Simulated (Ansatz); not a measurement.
## Electronic structure of Al₂O₃ in real space

Input

```
crystal:
  lattice:
    - [5.0555890303, 0.0, 0.0]
    - [-2.5277945151, 4.3782685313, 0.0]
    - [0.0, 0.0, 2.5287867548]
  atoms:
    - { symbol: Al, position: [0.3333333333, 0.6666666667, 0.5] }
    - { symbol: Al, position: [0.6666666667, 0.3333333333, 0.5] }
    - { symbol: O, position: [0.5, 0.0, 0.0] }
    - { symbol: O, position: [0.0, 0.5, 0.0] }
    - { symbol: O, position: [0.5, 0.5, 0.0] }
basis:
  ecutwfc: 420
kpoints:
  mp_grid: { grid: [6, 6, 10] }
hamiltonian:
  xc: pbe
scf:
  occupations: { method: gaussian, width: 0.02 }
output:
  forces: true
  stress: true
  eigenvalues: true
  write_density: true
  write_potential: true
  elf: true
  volumetric_format: npy
relax:
  adjacent_minimum: "off"
  f_tol: 0.01
  max_steps: 80
  cell: { stress_tol: 0.05 }
```

Launched as:

```sh
ansatz run input.yaml --threads 1 --pin off --max-ram 2048MiB --backend cpu --events-out ev --progress --plain --runs-dir out
```

Below, planes, directions and counts refer to the conventional cell (a = 5.06 Å, b = 5.06 Å, c = 2.53 Å, α = 90.00°, β = 90.00°, γ = 120.00°).

The fields are those of the run's last geometry, not of the input's.

Space group P6/mmm; a structure generated by program, which may or may not match a known phase.

Computed with DFT PBE, scalar-relativistic, plane waves, PAW (Ansatz 0.2.0).

Core electrons are frozen (PAW), and the valence fields are smoothed inside the atomic spheres.

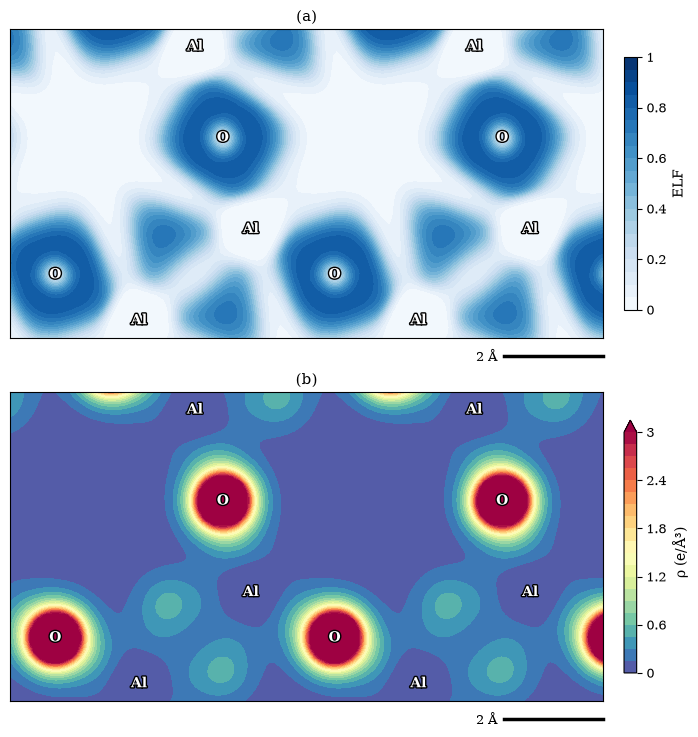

Figure 1. (a) ELF; (b) valence pseudo-density on the (111) plane of the conventional cell.

What do the fields say about this system?

Atoms in the plane: Al and O. Atoms just off the plane (O, 0.9 Å away) can leave unmarked features too. Al–O (1.93 Å): the density is about 0.54 e/Å³ at the midpoint; the ELF peaks at about 0.85 in the valence shell of O, 0.7 Å from its nucleus, and is about 0.75 at the midpoint. Between the atoms the lowest density in this plane is 0.002 e/Å³.

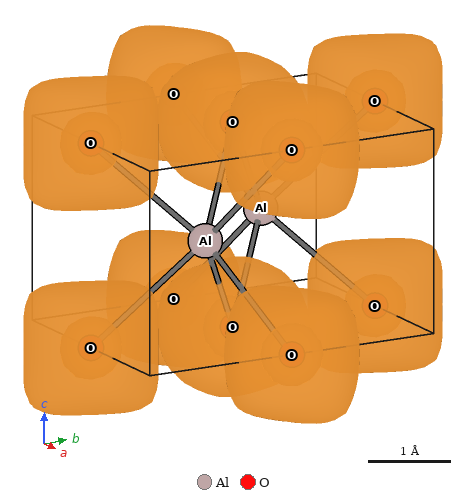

Figure 2. Isosurface of the ELF at 0.7 (orange), seen slightly off an axis. Only the valence region is drawn (cores and ρ < 0.01 e/Å³ removed). Sticks mark near contacts.

What do the ELF domains correspond to?

The ELF exceeds this value in three regions on O in which the atom's valence shell and bonds are merged, counted in one cell of 5 atoms. Regions shared between cells count once.


 Al–Al (2.53 Å): the ELF is about 0.15 at the midpoint: no localised pair shows between them.

Does the calculation make it a metal, or give it a gap?

It is gapped, with a Kohn–Sham gap of 3.6 eV on the k-point mesh, an upper bound to the gap of this method.
